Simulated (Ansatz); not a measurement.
## What a change does: single-point calculation on ZnO

System: ZnO (P6₃mc, 4 atoms in the cell).
Method of the first run: DFT, r2SCAN, plane waves, PAW, no spin polarisation (Ansatz 0.2.0).

The structure was built on a prototype by a generator. The geometry comes from this level: r2SCAN. Text and figures count atoms from 1; the logs count them from 0 in places.

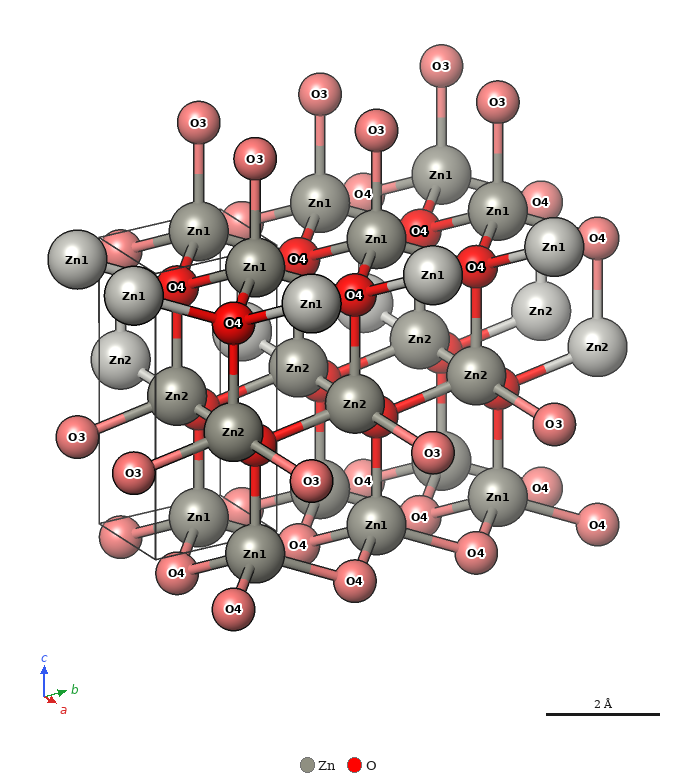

**Figure 1.** The structure as given in the input (ball-and-stick view of the cell of the calculation, repeated 2 × 3 × 1, seen slightly off an axis; neighbours outside the cell are drawn fainter; atoms are numbered from 1 in the order of the input).

## Input, the first run
```yaml
crystal:
  lattice:
    - [3.2353408614, 0.0, 0.0]
    - [-1.6176704307, 2.8018873759, 0.0]
    - [0.0, 0.0, 5.2109518227]
  atoms:
    - { symbol: Zn, position: [0.3333333333, 0.6666666667, -0.0023477534] }
    - { symbol: Zn, position: [0.6666666667, 0.3333333333, 0.4976522466] }
    - { symbol: O, position: [0.3333333333, 0.6666666667, 0.3773477534] }
    - { symbol: O, position: [0.6666666667, 0.3333333333, 0.8773477534] }
kpoints:
  mp_grid: { grid: [9, 9, 4] }
hamiltonian:
  xc: r2scan
scf:
  occupations: { method: fixed }
  n_extra_bands: 5
output:
  forces: true
  stress: true
  eigenvalues: true
```

Launched with:
```bash
ansatz run input.yaml --threads 2 --pin off --max-ram 3686MiB --backend cpu --events-out ev --progress --plain --runs-dir out
```

Hardware: 2 threads of Intel Xeon (Sapphire Rapids), 192 GiB of memory available, shared host.

## Output, shortened to warnings, some set-up lines, iterations and results (the first run)
```
Basis set: ecut = 500 eV, 1165 PW (Γ), exchange–correlation on 96×96×160 points (64 copies of the dense FFT grid, shifted against one another)
Symmetry: 12 space group operations
k-points: 36 of 324 (time reversal used)
Initial density: superposition of atomic densities (neutral atoms: chi_scale 0, normalization atom), corrected by the library's trained network
[...]
SCF iter   1: F=—  HF=-7789.831887 eV  |F-HF|=—  |Δ(HF+E_count)|=         —  Δρ=2.03e-2  dr2=9.47e-2  dr2_τ=1.00e-1  ethr=1.77e-3  ⟨swp⟩=4.8  Hψ=3205  notcnv=0  defer=100
SCF iter   2: F=—  HF=-7789.856356 eV  |F-HF|=—  |Δ(HF+E_count)|=   2.45e-2  Δρ=4.90e-3  dr2=9.22e-3  dr2_τ=6.77e-4  ethr=2.63e-4  ⟨swp⟩=2.2  Hψ=1786  notcnv=0  defer=98
SCF iter   3: F=—  HF=-7789.853768 eV  |F-HF|=—  |Δ(HF+E_count)|=   2.59e-3  Δρ=4.75e-3  dr2=5.30e-3  dr2_τ=2.14e-4  ethr=2.56e-5  ⟨swp⟩=2.0  Hψ=1442  notcnv=0  defer=106
SCF iter   4: F=—  HF=-7789.852609 eV  |F-HF|=—  |Δ(HF+E_count)|=   1.16e-3  Δρ=5.39e-4  dr2=1.10e-4  dr2_τ=2.75e-5  ethr=1.47e-5  ⟨swp⟩=3.0  Hψ=1423  notcnv=0  defer=106
SCF iter   5: F=—  HF=-7789.852680 eV  |F-HF|=—  |Δ(HF+E_count)|=   7.10e-5  Δρ=2.88e-4  dr2=2.23e-5  dr2_τ=1.98e-6  ethr=3.06e-7  ⟨swp⟩=2.5  Hψ=1487  notcnv=0  defer=72
SCF iter   6: F=—  HF=-7789.852702 eV  |F-HF|=—  |Δ(HF+E_count)|=   2.12e-5  Δρ=4.53e-5  dr2=1.20e-6  dr2_τ=2.01e-8  ethr=6.20e-8  ⟨swp⟩=2.0  Hψ=1260  notcnv=0  defer=36
SCF iter   7: F=—  HF=-7789.852702 eV  |F-HF|=—  |Δ(HF+E_count)|=   3.85e-7  Δρ=1.65e-5  dr2=1.09e-7  dr2_τ=7.78e-9  ethr=3.33e-9  ⟨swp⟩=2.1  Hψ=1380  notcnv=0  defer=36
SCF iter   8: F=-7789.852702 eV  HF=-7789.852702 eV  |F-HF|=3.91e-8  |Δ(HF+E_count)|=   2.14e-8  Δρ=1.07e-5  dr2=5.24e-8  dr2_τ=4.05e-9  ethr=2.78e-10  ⟨swp⟩=8.9  Hψ=4224  …
SCF 1 converged in 8 iterations: F = -7789.852702 eV  dr2 = 5.24e-8
SCF converged after 8 iterations
Free energy (F): -7789.852702 eV
Harris-Foulkes:  -7789.852702 eV  (|F-HF|=3.91e-8)
Internal energy: -7789.852702 eV  (E = F + TS)
E sigma→0 (E₀):  -7789.852702 eV
Fermi energy:    6.969169 eV
--- Per-component energies (eV) ---
  E_band       = 49.661694
  E_kinetic    = 612.819636
  E_local      = -4005.946212  (includes V_loc(G=0)·N_el)
  E_nonlocal   = 1342.605553
  E_hartree    = 1653.196540
  E_xc         = -392.762114
  E_vxc        = -315.764403  (∫ρ·V_xc dr)
  E_paw        = -4029.074563  (= ΣΔE_a)
  E_vpaw       = -909.586636  (= ΣTr[D̂ρ^β])
  E_aug_tail   = 0.001863  (compensation charges beyond the density's cutoff)
  E_vtau       = 19.147008  (kinetic-family band-sum trace: ∫τ·v_τ [+ j·A + Jᵃ·Aᵃ] dr)
  E_ewald      = -2970.264286
  E_core_change = -0.429119  (= ΣΔE_core)
  E_smearing   = -0.000000  (= −TS)
  E_closure    = 0.000000  (closes the sum)
  Σ components = -7789.852702   (vs F -7789.852702, Δ=0.00e0)
--- Forces (eV/Å), atoms counted from 1 ---
  atom   1  Zn     0.00000000     0.00000000     0.00090446
  atom   2  Zn     0.00000000    -0.00000000     0.00090446
  atom   3  O      0.00000000    -0.00000000    -0.00099842
  atom   4  O      0.00000000     0.00000000    -0.00099842
  max |Σ_I F_I| component: 1.88e-4 eV/Å
--- Stress (GPa, compression-positive) ---
       -0.001710       0.000000       0.000000
        0.000000      -0.001710      -0.000000
        0.000000      -0.000000      -0.001830
  P = ⅓ Tr σ = -0.0017 GPa (-0.017 kbar)
```

The input of the second run differs as follows (lines with − go, lines with + come):
```diff
-    - [3.2353408614, 0.0, 0.0]
-    - [-1.6176704307, 2.8018873759, 0.0]
-    - [0.0, 0.0, 5.2109518227]
+    - [3.2987950272, 0.0, 0.0]
+    - [-1.6493975136, 2.8568402954, 0.0]
+    - [0.0, 0.0, 5.3131532955]
```

How does the second run compare with the first run?

With the same functional and potentials, the second run lies 17.9 meV per atom higher. The gap on the mesh goes from 1.24 to 1.15 eV. The pressure goes from 0.00 to −7.70 GPa. The volume per atom goes from 11.81 to 12.52 Å³. The cell is scaled evenly with the atoms at fixed fractional positions, so −ΔP/Δ ln V estimates the bulk modulus midway between the two volumes: about 130 GPa. The number of SCF iterations is the same. The plane waves at Γ go from 1165 to 1243.

## Output, shortened to warnings, some set-up lines, iterations and results (the second run)
```
Basis set: ecut = 500 eV, 1243 PW (Γ), exchange–correlation on 100×100×160 points (64 copies of the dense FFT grid, shifted against one another)
Symmetry: 12 space group operations
k-points: 36 of 324 (time reversal used)
Initial density: superposition of atomic densities (neutral atoms: chi_scale 0, normalization atom), corrected by the library's trained network
[...]
SCF iter   1: F=—  HF=-7789.766592 eV  |F-HF|=—  |Δ(HF+E_count)|=         —  Δρ=1.96e-2  dr2=9.38e-2  dr2_τ=8.61e-2  ethr=1.77e-3  ⟨swp⟩=4.9  Hψ=3232  notcnv=0  defer=102
SCF iter   2: F=—  HF=-7789.784469 eV  |F-HF|=—  |Δ(HF+E_count)|=   1.79e-2  Δρ=4.69e-3  dr2=8.75e-3  dr2_τ=6.72e-4  ethr=2.60e-4  ⟨swp⟩=2.3  Hψ=1788  notcnv=0  defer=107
SCF iter   3: F=—  HF=-7789.781985 eV  |F-HF|=—  |Δ(HF+E_count)|=   2.48e-3  Δρ=4.59e-3  dr2=5.14e-3  dr2_τ=2.11e-4  ethr=2.43e-5  ⟨swp⟩=2.1  Hψ=1445  notcnv=0  defer=106
SCF iter   4: F=—  HF=-7789.780873 eV  |F-HF|=—  |Δ(HF+E_count)|=   1.11e-3  Δρ=4.93e-4  dr2=1.16e-4  dr2_τ=3.25e-5  ethr=1.43e-5  ⟨swp⟩=3.0  Hψ=1405  notcnv=0  defer=108
SCF iter   5: F=—  HF=-7789.780936 eV  |F-HF|=—  |Δ(HF+E_count)|=   6.26e-5  Δρ=2.92e-4  dr2=2.33e-5  dr2_τ=2.34e-6  ethr=3.22e-7  ⟨swp⟩=2.7  Hψ=1526  notcnv=0  defer=81
SCF iter   6: F=—  HF=-7789.780961 eV  |F-HF|=—  |Δ(HF+E_count)|=   2.54e-5  Δρ=6.48e-5  dr2=2.90e-6  dr2_τ=8.75e-8  ethr=6.46e-8  ⟨swp⟩=2.5  Hψ=1487  notcnv=0  defer=36
SCF iter   7: F=—  HF=-7789.780961 eV  |F-HF|=—  |Δ(HF+E_count)|=   1.32e-7  Δρ=1.73e-5  dr2=1.12e-7  dr2_τ=1.12e-8  ethr=8.05e-9  ⟨swp⟩=2.3  Hψ=1315  notcnv=0  defer=36
SCF iter   8: F=-7789.780961 eV  HF=-7789.780961 eV  |F-HF|=3.24e-8  |Δ(HF+E_count)|=   3.99e-8  Δρ=8.89e-6  dr2=4.42e-8  dr2_τ=2.84e-9  ethr=2.78e-10  ⟨swp⟩=9.1  Hψ=4292  …
SCF 1 converged in 8 iterations: F = -7789.780961 eV  dr2 = 4.42e-8
SCF converged after 8 iterations
Free energy (F): -7789.780961 eV
Harris-Foulkes:  -7789.780961 eV  (|F-HF|=3.24e-8)
Internal energy: -7789.780961 eV  (E = F + TS)
E sigma→0 (E₀):  -7789.780961 eV
Fermi energy:    6.111905 eV
--- Per-component energies (eV) ---
  E_band       = 25.495516
  E_kinetic    = 609.604530
  E_local      = -4093.579879  (includes V_loc(G=0)·N_el)
  E_nonlocal   = 1342.312407
  E_hartree    = 1686.197548
  E_xc         = -391.416497
  E_vxc        = -313.981545  (∫ρ·V_xc dr)
  E_paw        = -4029.342303  (= ΣΔE_a)
  E_vpaw       = -910.385653  (= ΣTr[D̂ρ^β])
  E_aug_tail   = 0.001944  (compensation charges beyond the density's cutoff)
  E_vtau       = 19.136836  (kinetic-family band-sum trace: ∫τ·v_τ [+ j·A + Jᵃ·Aᵃ] dr)
  E_ewald      = -2913.129593
  E_core_change = -0.429119  (= ΣΔE_core)
  E_smearing   = -0.000000  (= −TS)
  E_closure    = -0.000000  (closes the sum)
  Σ components = -7789.780961   (vs F -7789.780961, Δ=0.00e0)
--- Forces (eV/Å), atoms counted from 1 ---
  atom   1  Zn     0.00000000    -0.00000000    -0.00003409
  atom   2  Zn     0.00000000     0.00000000    -0.00003409
  atom   3  O      0.00000000     0.00000000    -0.00005087
  atom   4  O      0.00000000    -0.00000000    -0.00005087
  max |Σ_I F_I| component: 1.70e-4 eV/Å
--- Stress (GPa, compression-positive) ---
       -7.728628       0.000000      -0.000000
        0.000000      -7.728628       0.000000
       -0.000000       0.000000      -7.628083
  P = ⅓ Tr σ = -7.6951 GPa (-76.951 kbar)
```

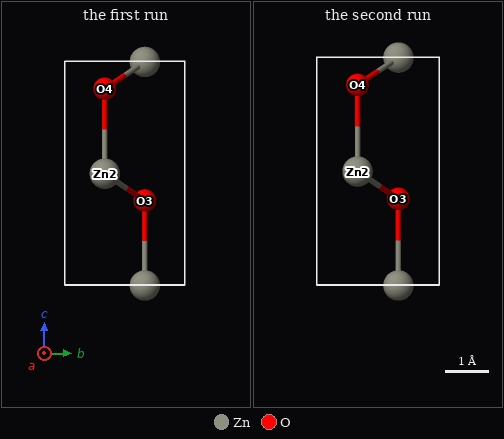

**Figure 2.** The two input geometries at one scale (ball-and-stick view of the cell of the calculation, along the a axis). The atoms keep their places relative to the cell (all moves are under 0.005 Å). The drawn cell changes as follows: a = b 3.235 → 3.299 Å (+2.0 %), c 5.211 → 5.313 Å (+2.0 %); the volume changes by +6.0 %. Among the contacts that change: O–Zn 1.979 → 2.017 Å.

## The two runs side by side

| quantity | the first run | the second run |
| --- | --- | --- |
| outcome | converged | converged |
| free energy per atom (eV) | −1947.4632 | −1947.4452 |
| gap on the mesh (eV) | 1.24 | 1.15 |
| pressure (GPa) | 0.00 | −7.70 |
| volume per atom (Å³) | 11.81 | 12.52 |
| largest force (eV/Å) | 0.001 | 0.000 |
| SCF iterations | 8 | 8 |
| irreducible k-points | 36 | 36 |
| plane waves at Γ | 1165 | 1243 |
| wall time (shared host) | 5 s | 4.7 s |

For the second run: The cell is under a tension of 7.7 GPa at this level, so it is not at its equilibrium volume.
